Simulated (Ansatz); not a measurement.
# C: single-point calculation (part 2 of 2)

Continued. System: C (slab, 7 atoms in the cell). Method: DFT, PBE, dispersion d3bj, plane waves, PAW, spin-polarised (Ansatz 0.2.0); cutoff 200 eV, 12×12×1 k-mesh, Gaussian smearing of 0.05 eV, collinear spins. The structure derives from an entry of the Crystallography Open Database. The settings are looser than a standard set-up, so the numbers are not reference values.

Geometry of the input (Å; fractional positions):
```
2.4650  0.0000  0.0000
-1.2325  2.1348  0.0000
0.0000  0.0000  25.6987
C  0.6667  0.3333  0.3308
C  0.3333  0.6667  0.3308
C  0.3333  0.6667  0.4614
C  0.0000  0.0000  0.4615
C  0.0000  0.0000  0.5818
C  0.6667  0.3333  0.5900
C  0.6667  0.3333  0.6527
```

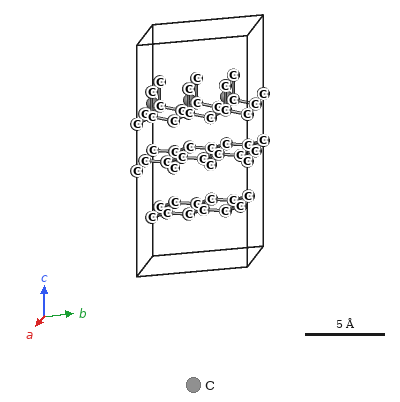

**Figure 1.** The input geometry (ball-and-stick view of the 2 × 3 repeat of the cell, with the vacuum cut short, seen slightly off an axis). An atom can appear more than once, as a periodic image.

Output, continued:
```
SCF iter   1: F=—  HF=-1741.523305 eV  |F-HF|=—  |Δ(HF+E_count)|=         —  Δρ=5.05e-2 (↑5.05e-2 ↓4.49e-2)  dr2=7.55e0  dr2_m=6.98e-1  M=0.540 μB ∫|m|=0.616 μB  β_m=0.30  ethr=3.10e-3  p=0.000 e·Å  D=9.12e-7 V/Å  ΔV_dip=-0.00 eV  dr2_dipole=2.33e-1  V_vac-E_F(+/−)=6.60/6.60 eV  ⟨swp⟩=9.4  Hψ=5501  notcnv=0  defer=5
efield: sawtooth ramp at fractional position 0.9717 (placed from the atoms, in the widest stretch of the axis that holds none; the zero of the levels goes with the place), width 0.0400; the density the first Hamiltonian is built on has a dipole p = 0.000 e·Å; the dipole correction subtracts the counter field D = 9.12e-7 V/Å, which shifts the + side's vacuum level by -0.00 eV against the − side's; the planar-averaged density in the ramp window peaks in size at 1.8e-5 e/Å³
preconditioner: auto → none  [insulator: Δε(μ)=0.091 eV  Ē_g=15.673 eV  σ=0.050 eV  W_gap=0.58  n_scr=16 (ndim 8)  ℏωp=16.9 eV  f_vac=0.534  D(μ)=0.62/eV (n_scr^D=6)  ε∞_Penn≈2.2]
SCF iter   2: F=—  HF=-1742.845457 eV  |F-HF|=—  |Δ(HF+E_count)|=    1.32e0  Δρ=4.76e-2 (↑3.39e-2 ↓4.76e-2)  dr2=9.47e1  dr2_m=1.81e-1  M=0.819 μB ∫|m|=0.879 μB  β_m=0.30  ethr=3.10e-3  p=0.177 e·Å  D=2.37e-1 V/Å  ΔV_dip=-6.09 eV  dr2_dipole=4.79e1  V_vac-E_F(+/−)=2.87/8.96 eV  ⟨swp⟩=3.9  Hψ=2059  notcnv=0  defer=112  κ⁻¹=1.0e0(r=1)
SCF iter   3: F=—  HF=-1741.314993 eV  |F-HF|=—  |Δ(HF+E_count)|=    1.53e0  Δρ=3.49e-2 (↑3.49e-2 ↓2.96e-2)  dr2=2.18e1  dr2_m=3.16e-1  M=0.222 μB ∫|m|=0.397 μB  β_m=0.30  ethr=3.10e-3  p=-0.091 e·Å  D=-1.22e-1 V/Å  ΔV_dip=3.14 eV  dr2_dipole=8.50e0  V_vac-E_F(+/−)=6.59/3.46 eV  ⟨swp⟩=3.3  Hψ=1656  notcnv=0  defer=102  κ⁻¹=1.2e-2(r=2)
SCF iter   4: F=—  HF=-1740.668715 eV  |F-HF|=—  |Δ(HF+E_count)|=   6.46e-1  Δρ=2.71e-2 (↑2.71e-2 ↓2.26e-2)  dr2=3.05e0  dr2_m=1.60e-1  M=0.310 μB ∫|m|=0.350 μB  β_m=0.30  ethr=3.10e-3  p=-0.024 e·Å  D=-3.22e-2 V/Å  ΔV_dip=0.83 eV  dr2_dipole=3.88e-2  V_vac-E_F(+/−)=6.90/6.08 eV  ⟨swp⟩=3.1  Hψ=1623  notcnv=0  defer=126  κ⁻¹=1.4e-3(r=3)
SCF iter   5: F=—  HF=-1740.277974 eV  |F-HF|=—  |Δ(HF+E_count)|=   3.91e-1  Δρ=1.07e-2 (↑1.07e-2 ↓1.06e-2)  dr2=2.13e-1  dr2_m=9.63e-2  M=0.227 μB ∫|m|=0.280 μB  β_m=0.30  ethr=3.10e-3  p=-0.046 e·Å  D=-6.14e-2 V/Å  ΔV_dip=1.58 eV  dr2_dipole=1.90e-2  V_vac-E_F(+/−)=6.26/4.69 eV  ⟨swp⟩=2.4  Hψ=1762  notcnv=0  defer=126  κ⁻¹=5.7e-5(r=4)
SCF iter   6: F=—  HF=-1740.302717 eV  |F-HF|=—  |Δ(HF+E_count)|=   2.47e-2  Δρ=8.49e-3 (↑7.06e-3 ↓8.49e-3)  dr2=1.15e-1  dr2_m=6.66e-2  M=0.153 μB ∫|m|=0.230 μB  β_m=0.30  ethr=7.62e-4  p=-0.045 e·Å  D=-6.03e-2 V/Å  ΔV_dip=1.55 eV  dr2_dipole=4.52e-2  V_vac-E_F(+/−)=5.80/4.25 eV  ⟨swp⟩=2.5  Hψ=1255  notcnv=0  defer=121  κ⁻¹=1.2e-5(r=5)
SCF iter   7: F=—  HF=-1740.330481 eV  |F-HF|=—  |Δ(HF+E_count)|=   2.78e-2  Δρ=6.09e-3 (↑6.09e-3 ↓5.67e-3)  dr2=4.19e-3  dr2_m=4.23e-2  M=0.121 μB ∫|m|=0.191 μB  β_m=0.30  ethr=4.11e-4  p=-0.050 e·Å  D=-6.69e-2 V/Å  ΔV_dip=1.72 eV  dr2_dipole=9.87e-4  V_vac-E_F(+/−)=5.77/4.05 eV  ⟨swp⟩=1.8  Hψ=911  notcnv=0  defer=120  κ⁻¹=3.1e-6(r=6)
SCF iter   8: F=—  HF=-1740.349621 eV  |F-HF|=—  |Δ(HF+E_count)|=   1.91e-2  Δρ=5.03e-3 (↑5.03e-3 ↓4.80e-3)  dr2=2.40e-3  dr2_m=2.97e-2  M=0.080 μB ∫|m|=0.148 μB  β_m=0.30  ethr=1.50e-5  p=-0.049 e·Å  D=-6.56e-2 V/Å  ΔV_dip=1.69 eV  dr2_dipole=7.87e-4  V_vac-E_F(+/−)=5.76/4.07 eV  ⟨swp⟩=2.2  Hψ=1342  notcnv=0  defer=116  κ⁻¹=5.3e-7(r=7)
SCF iter   9: F=—  HF=-1740.363601 eV  |F-HF|=—  |Δ(HF+E_count)|=   1.40e-2  Δρ=4.26e-3 (↑4.26e-3 ↓4.12e-3)  dr2=1.53e-3  dr2_m=2.17e-2  M=0.041 μB ∫|m|=0.110 μB  β_m=0.35  ethr=8.56e-6  p=-0.047 e·Å  D=-6.33e-2 V/Å  ΔV_dip=1.63 eV  dr2_dipole=6.68e-4  V_vac-E_F(+/−)=5.73/4.11 eV  ⟨swp⟩=2.2  Hψ=1240  notcnv=0  defer=116
Mixer restart at iter 9: flushing history
spin-set hold released at iteration 9 (site moments contracting): the magnetisation degrees of freedom join the quasi-Newton model from the next iteration; the mixer history was flushed
SCF iter  10: F=—  HF=-1740.376811 eV  |F-HF|=—  |Δ(HF+E_count)|=   1.32e-2  Δρ=3.22e-3 (↑2.35e-3 ↓3.22e-3)  dr2=6.17e-2  dr2_m=9.29e-3  M=0.063 μB ∫|m|=0.092 μB  β_m=0.36  ethr=5.47e-6  p=-0.038 e·Å  D=-5.06e-2 V/Å  ΔV_dip=1.30 eV  dr2_dipole=3.34e-2  V_vac-E_F(+/−)=5.65/4.35 eV  ⟨swp⟩=2.4  Hψ=1285  notcnv=0  defer=116  κ⁻¹=1.0e0(r=1)
density mixer auto → broyden: no gap read (density of states about μ 0.52 of a free-electron gas's, 16 screened modes)
SCF iter  11: F=—  HF=-1740.377776 eV  |F-HF|=—  |Δ(HF+E_count)|=   9.65e-4  Δρ=3.52e-3 (↑3.52e-3 ↓2.64e-3)  dr2=4.47e-2  dr2_m=1.16e-2  M=0.017 μB ∫|m|=0.078 μB  β_m=0.56  ethr=5.47e-6  p=-0.050 e·Å  D=-6.71e-2 V/Å  ΔV_dip=1.72 eV  dr2_dipole=2.34e-2  V_vac-E_F(+/−)=5.75/4.03 eV  ⟨swp⟩=2.3  Hψ=1524  notcnv=0  defer=112  κ⁻¹=4.6e-3(r=2)
SCF iter  12: F=—  HF=-1740.387393 eV  |F-HF|=—  |Δ(HF+E_count)|=   9.62e-3  Δρ=1.26e-3 (↑5.94e-4 ↓1.26e-3)  dr2=1.30e-2  dr2_m=6.76e-4  M=0.031 μB ∫|m|=0.036 μB  β_m=0.30  ethr=5.47e-6  p=-0.043 e·Å  D=-5.72e-2 V/Å  ΔV_dip=1.47 eV  dr2_dipole=1.76e-3  V_vac-E_F(+/−)=5.59/4.12 eV  ⟨swp⟩=2.6  Hψ=1466  notcnv=0  defer=112  κ⁻¹=3.6e-3(r=3)
SCF iter  13: F=—  HF=-1740.387361 eV  |F-HF|=—  |Δ(HF+E_count)|=   3.19e-5  Δρ=6.25e-4 (↑6.25e-4 ↓5.25e-4)  dr2=2.16e-3  dr2_m=1.76e-4  M=0.006 μB ∫|m|=0.019 μB  β_m=0.30  ethr=5.47e-6  p=-0.042 e·Å  D=-5.61e-2 V/Å  ΔV_dip=1.44 eV  dr2_dipole=3.38e-4  V_vac-E_F(+/−)=5.64/4.20 eV  ⟨swp⟩=2.2  Hψ=1298  notcnv=0  defer=112  κ⁻¹=1.3e-3(r=4)
SCF iter  14: F=—  HF=-1740.387280 eV  |F-HF|=—  |Δ(HF+E_count)|=   8.06e-5  Δρ=4.61e-4 (↑4.57e-4 ↓4.61e-4)  dr2=1.74e-3  dr2_m=1.22e-4  M=0.002 μB ∫|m|=0.016 μB  β_m=0.71  ethr=5.47e-6  p=-0.042 e·Å  D=-5.60e-2 V/Å  ΔV_dip=1.44 eV  dr2_dipole=5.06e-4  V_vac-E_F(+/−)=5.63/4.19 eV  ⟨swp⟩=1.1  Hψ=943  notcnv=0  defer=111  κ⁻¹=3.5e-5(r=5)
SCF iter  15: F=—  HF=-1740.387221 eV  |F-HF|=—  |Δ(HF+E_count)|=   5.91e-5  Δρ=1.55e-4 (↑1.55e-4 ↓1.30e-4)  dr2=5.64e-4  dr2_m=8.46e-6  M=-0.012 μB ∫|m|=0.013 μB  β_m=1.20  ethr=5.47e-6  p=-0.042 e·Å  D=-5.69e-2 V/Å  ΔV_dip=1.46 eV  dr2_dipole=2.56e-4  V_vac-E_F(+/−)=5.63/4.17 eV  ⟨swp⟩=2.4  Hψ=1147  notcnv=0  defer=111  κ⁻¹=8.9e-6(r=6)
SCF iter  16: F=—  HF=-1740.387183 eV  |F-HF|=—  |Δ(HF+E_count)|=   3.80e-5  Δρ=5.07e-5 (↑5.07e-5 ↓3.49e-5)  dr2=1.58e-5  dr2_m=1.20e-6  M=-0.012 μB ∫|m|=0.013 μB  β_m=1.20  ethr=2.01e-6  p=-0.043 e·Å  D=-5.80e-2 V/Å  ΔV_dip=1.49 eV  dr2_dipole=6.06e-6  V_vac-E_F(+/−)=5.63/4.15 eV  ⟨swp⟩=1.2  Hψ=748  notcnv=0  defer=111  κ⁻¹=2.4e-6(r=7)
SCF iter  17: F=—  HF=-1740.387190 eV  |F-HF|=—  |Δ(HF+E_count)|=   6.67e-6  Δρ=2.86e-5 (↑2.45e-5 ↓2.86e-5)  dr2=4.82e-6  dr2_m=7.06e-7  M=-0.010 μB ∫|m|=0.011 μB  β_m=1.20  ethr=5.64e-8  p=-0.043 e·Å  D=-5.82e-2 V/Å  ΔV_dip=1.50 eV  dr2_dipole=2.06e-6  V_vac-E_F(+/−)=5.63/4.14 eV  ⟨swp⟩=2.3  Hψ=1204  notcnv=0  defer=111  κ⁻¹=8.6e-7(r=8)
SCF iter  18: F=—  HF=-1740.387195 eV  |F-HF|=—  |Δ(HF+E_count)|=   5.38e-6  Δρ=2.91e-5 (↑1.84e-5 ↓2.91e-5)  dr2=1.37e-5  dr2_m=4.02e-7  M=-0.008 μB ∫|m|=0.008 μB  β_m=1.20  ethr=1.72e-8  p=-0.044 e·Å  D=-5.82e-2 V/Å  ΔV_dip=1.50 eV  dr2_dipole=6.22e-6  V_vac-E_F(+/−)=5.63/4.14 eV  ⟨swp⟩=2.0  Hψ=1317  notcnv=0  defer=111  κ⁻¹=4.9e-7(r=8)
SCF iter  19: F=—  HF=-1740.387196 eV  |F-HF|=—  |Δ(HF+E_count)|=   9.98e-7  Δρ=1.51e-5 (↑1.51e-5 ↓1.21e-5)  dr2=1.39e-6  dr2_m=2.08e-7  M=-0.006 μB ∫|m|=0.007 μB  β_m=1.20  ethr=1.72e-8  p=-0.043 e·Å  D=-5.81e-2 V/Å  ΔV_dip=1.49 eV  dr2_dipole=6.66e-7  V_vac-E_F(+/−)=5.63/4.14 eV  ⟨swp⟩=2.4  Hψ=1184  notcnv=0  defer=111  κ⁻¹=1.1e-6(r=8)
SCF iter  20: F=—  HF=-1740.387197 eV  |F-HF|=—  |Δ(HF+E_count)|=   1.14e-6  Δρ=1.10e-5 (↑8.56e-6 ↓1.10e-5)  dr2=3.21e-7  dr2_m=1.12e-7  M=-0.005 μB ∫|m|=0.005 μB  β_m=1.20  ethr=4.98e-9  p=-0.043 e·Å  D=-5.81e-2 V/Å  ΔV_dip=1.49 eV  dr2_dipole=1.53e-7  V_vac-E_F(+/−)=5.63/4.14 eV  ⟨swp⟩=2.0  Hψ=1229  notcnv=0  defer=111  κ⁻¹=2.5e-6(r=8)
SCF iter  21: F=—  HF=-1740.387199 eV  |F-HF|=—  |Δ(HF+E_count)|=   1.69e-6  Δρ=6.53e-6 (↑5.11e-6 ↓6.53e-6)  dr2=1.50e-7  dr2_m=3.63e-8  M=-0.003 μB ∫|m|=0.003 μB  β_m=1.20  ethr=1.15e-9  p=-0.043 e·Å  D=-5.81e-2 V/Å  ΔV_dip=1.49 eV  dr2_dipole=7.28e-8  V_vac-E_F(+/−)=5.63/4.14 eV  ⟨swp⟩=3.1  Hψ=1433  notcnv=0  defer=111  κ⁻¹=3.1e-6(r=8)
SCF iter  22: F=—  HF=-1740.387200 eV  |F-HF|=—  |Δ(HF+E_count)|=   1.38e-6  Δρ=1.82e-6 (↑1.82e-6 ↓1.14e-6)  dr2=1.26e-7  dr2_m=8.84e-10  M=-0.001 μB ∫|m|=0.001 μB  β_m=1.20  ethr=3.57e-10  p=-0.043 e·Å  D=-5.81e-2 V/Å  ΔV_dip=1.49 eV  dr2_dipole=6.19e-8  V_vac-E_F(+/−)=5.63/4.14 eV  ⟨swp⟩=15.9  Hψ=5531  notcnv=0  κ⁻¹=1.2e-6(r=8)
SCF iter  23: F=—  HF=-1740.387200 eV  |F-HF|=—  |Δ(HF+E_count)|=   1.13e-7  Δρ=5.81e-7 (↑5.81e-7 ↓5.08e-7)  dr2=1.29e-9  dr2_m=8.85e-11  M=-0.000 μB ∫|m|=0.000 μB  β_m=1.20  ethr=3.57e-10  p=-0.043 e·Å  D=-5.81e-2 V/Å  ΔV_dip=1.49 eV  dr2_dipole=7.35e-11  V_vac-E_F(+/−)=5.63/4.14 eV  ⟨swp⟩=4.3  Hψ=3413  notcnv=0  κ⁻¹=2.1e-6(r=8)
SCF iter  24: F=—  HF=-1740.387201 eV  |F-HF|=—  |Δ(HF+E_count)|=   3.43e-8  Δρ=4.09e-7 (↑2.58e-7 ↓4.09e-7)  dr2=1.43e-9  dr2_m=3.62e-11  M=-0.000 μB ∫|m|=0.000 μB  β_m=1.20  ethr=4.61e-12  p=-0.043 e·Å  D=-5.81e-2 V/Å  ΔV_dip=1.49 eV  dr2_dipole=2.07e-10  V_vac-E_F(+/−)=5.63/4.14 eV  ⟨swp⟩=5.2  Hψ=2729  notcnv=0  κ⁻¹=6.6e-6(r=8)
SCF iter  25: F=-1740.387201 eV  HF=-1740.387201 eV  |F-HF|=3.74e-9  |Δ(HF+E_count)|=   1.01e-8  Δρ=1.52e-7 (↑1.52e-7 ↓1.42e-7)  dr2=6.27e-11  dr2_m=7.41e-12  M=-0.000 μB ∫|m|=0.000 μB  ethr=4.61e-12  p=-0.043 e·Å  D=-5.81e-2 V/Å  ΔV_dip=1.49 eV  dr2_dipole=3.41e-12  V_vac-E_F(+/−)=5.63/4.14 eV  ⟨swp⟩=4.0  Hψ=2465  notcnv=0
WARN: efield: at this solve's end the planar-averaged density reaches 3.37e-5 e/Å³ inside the ramp window [0.9328, 0.0506] (bound 1e-5 e/Å³); by the running means of the window's planes the mean density over a ramp is at most 2.43e-5 e/Å³, which is held to the bound (the quickstart, § The vacuum guard, A window that rings); the window's nearer edge stands 7.20 Å from this solve's nearest atom along the axis. Its work functions, free energy, forces, stress, dipole, levels and responses can be off, and this figure does not tell by how much. A short vacuum, a low `basis.ecutwfc` or `basis.ecutrho_ratio` and negative occupations (`scf.occupations.method`) can put density there. See the manual's quickstart, § The vacuum guard
SCF 1 converged in 25 iterations: F = -1740.387201 eV  dr2 = 6.27e-11
  greatest PAW one-centre occupation: 0.754 electrons in one spin orbital (limit 2), on the C atom at site 6 (counted from 0), in its partial waves of l = 0
```

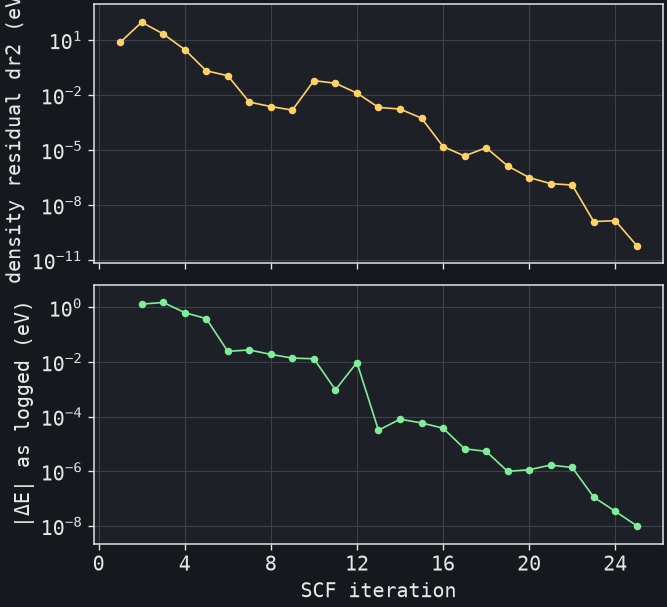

**Figure 2.** Convergence of the self-consistent field: density residual dr2 and size of the energy change against the SCF iteration. The residual falls unevenly and jumps up by a factor of two or more 3 times on the way down.

```
WARN: the starting moments were not kept: the SCF closed with an absolute magnetisation of 6.1e-5 μB, where they sum to 2 μB in size (1 site). That is at most 0.1 of that sum. Measured as dr2_m measures the in/out step, that magnetisation stands 1.0e-9 eV from none, at or under the dr2_threshold of 1.0e-7 eV: it is no larger than a step whose dr2_m would equal this threshold. The system may hold no moment; this SCF shows only that its start led to no more than that. To try another start: raise the starting moments (crystal.atoms[].spin, magnetization.per_species, magnetization.initial_magnetization, or on a non-collinear deck that types none of these the spinor_matrix: blocks that start its atoms; where the total moment is fixed, keep their sum and leave initial_magnetization as it is; typed ones take the place of any that the run laid by itself, positive ones on a crystal's lanthanoids without a Hubbard term where scf.initial_density.shell_occupations: [] is typed) or, if the notice of its spin-set hold's release reads "site moments contracting" or "site moments show no strong build", lengthen the hold (scf.mixing.spin_hold: { on: { confirm: 4 } }; for m-r²SCAN on two components see the key's manual first). Each may lead to a state that holds a moment. A second SCF, from the converged charge density, with the starting moments and any scf.initial_density.shell_occupations laid on it anew, would have followed, and was not run: the deck does not ask for one (magnetization.retry_lost_moments is false, the default). To let it run, set magnetization.retry_lost_moments: true and run the deck again, where that key's refused combinations let it; where memory then withholds it, that run's warning says so.
this state was not tested for a lower state beside it, because the mixer in use, unlike msr1, does not test its closes by its own steps (another_mixer; see scf.mixing.algorithm and scf.lower_state_search)
SCF converged after 25 iterations
Magnetization: -0.0001 μB (14.0000 up, 14.0000 down)
Absolute magnetization: 0.0001 μB (∫|ρ↑−ρ↓|, with the PAW one-centre terms)
Spin contamination: 0.0000 ħ² per cell (⟨S²⟩ above its minimum at these occupations)
Per-site moments (μB) at R_I (Å): [(-1.3413234492019118e-8, 0.5870691369919444), (-1.2129284695130084e-8, 0.5870691369919444), (-7.764970275610956e-7, 0.5870706085111213), (3.8780577230493746e-7, 0.5870706085111213), (-1.2214955693078813e-5, 0.5934555333059748), (8.338028019733652e-7, 0.5934555333059748), (-1.2635060164970221e-5, 0.6651234093129862)]
Free energy (F): -1740.387201 eV
Harris-Foulkes:  -1740.387201 eV  (|F-HF|=3.74e-9)
Internal energy: -1740.385046 eV  (E = F + TS)
E sigma→0 (E₀):  -1740.386123 eV
Entropy (-TS):   -0.002154 eV (-0.308 meV/atom)
Fermi energy:    0.902849 eV
Dipole field:    D = -0.058089 V/Å  (p = -0.043414 e·Å, saw-weighted, corrected)
Work function:   Φ+ = 5.6337 eV   Φ− = 4.1425 eV
Levels:          The Fermi level and band energies are counted from a zero that moves with the ramp; work functions are not
Vacuum region:   at the solve's end the planar-averaged density reaches 3.37e-5 e/Å³ inside the ramp window [0.9328, 0.0506] (bound 1e-5 e/Å³); by the running means of the window's planes the mean density over a ramp is at most 2.43e-5 e/Å³, which is held to the bound (the quickstart, § The vacuum guard, A window that rings)
--- Per-component energies (eV) ---
  E_band       = -243.870806
  E_kinetic    = 628.891944
  E_local      = -20901.724633  (includes V_loc(G=0)·N_el)
  E_nonlocal   = 165.208207
  E_hartree    = 10159.527523
  E_xc         = -340.951349
  E_vxc        = -422.556830  (∫ρ·V_xc dr)
  E_paw        = -682.603220  (= ΣΔE_a)
  E_vpaw       = -32.549975  (= ΣTr[D̂ρ^β])
  E_aug_tail   = 0.001904  (compensation charges beyond the density's cutoff)
  E_efield     = 0.001261  (sawtooth field / dipole correction)
  E_vefield    = -0.196100  (∫n·V_field dr)
  E_ewald      = 9232.247806
  E_disp       = -0.984490  (pairwise vdW)
  E_smearing   = -0.002154  (= −TS)
  E_closure    = -0.000000  (closes the sum)
  Σ components = -1740.387201   (vs F -1740.387201, Δ=0.00e0)
--- Forces (eV/Å), atoms counted from 1 ---
  atom   1  C     -0.00000000    -0.00000000    -0.05277601
  atom   2  C      0.00000000     0.00000000    -0.03085179
  atom   3  C     -0.00000000     0.00000000    -0.03550919
  atom   4  C      0.00000000     0.00000000     0.03425519
  atom   5  C     -0.00000000     0.00000000    -0.85828360
  atom   6  C      0.00000000    -0.00000000    -0.78720544
  atom   7  C      0.00000000     0.00000000     1.73049871
  max |Σ_I F_I| component: 1.28e-4 eV/Å
--- Band table (eV; the first three rows and the last of 38) ---
  k-point 0 ↑: bands = ["-21.4903", "-19.7971", "-19.3834", "-13.2817", "-7.9603", "-6.8811", "-6.2772", "-3.2256", "-3.2256", "-2.3882", "-2.3882", "-2.0000", "-2.0000", "1.0736", "4.1424", "5.2387", "5.4262", "5.4262", "5.9293", "6.5167", "6.9508", "8.1015"]
  k-point 1 ↑: bands = ["-21.3189", "-19.6306", "-19.2176", "-13.1007", "-7.7432", "-6.6629", "-6.0639", "-3.9856", "-3.5443", "-3.0710", "-2.7040", "-2.6838", "-2.3145", "1.1985", "4.3652", "4.9115", "5.4306", "5.4648", "6.1580", "6.7380", "7.1739", "8.1175"]
  k-point 2 ↑: bands = ["-20.8091", "-19.1333", "-18.7217", "-12.5951", "-7.1192", "-6.1095", "-5.8805", "-5.5331", "-4.8400", "-4.4545", "-4.3391", "-3.4958", "-3.1096", "1.2692", "3.6371", "5.0327", "5.1988", "6.1344", "6.8007", "7.2350", "7.7514", "7.8641"]
  k-point 18 ↓: bands = ["-14.8095", "-13.8580", "-12.7542", "-12.7406", "-12.3556", "-12.3515", "-11.2261", "-10.2524", "-9.8628", "-7.8174", "-2.8045", "-1.3152", "-1.1663", "0.1129", "0.2346", "0.7383", "0.9483", "1.7584", "8.6471", "10.7592", "11.0973", "11.2241"]
```
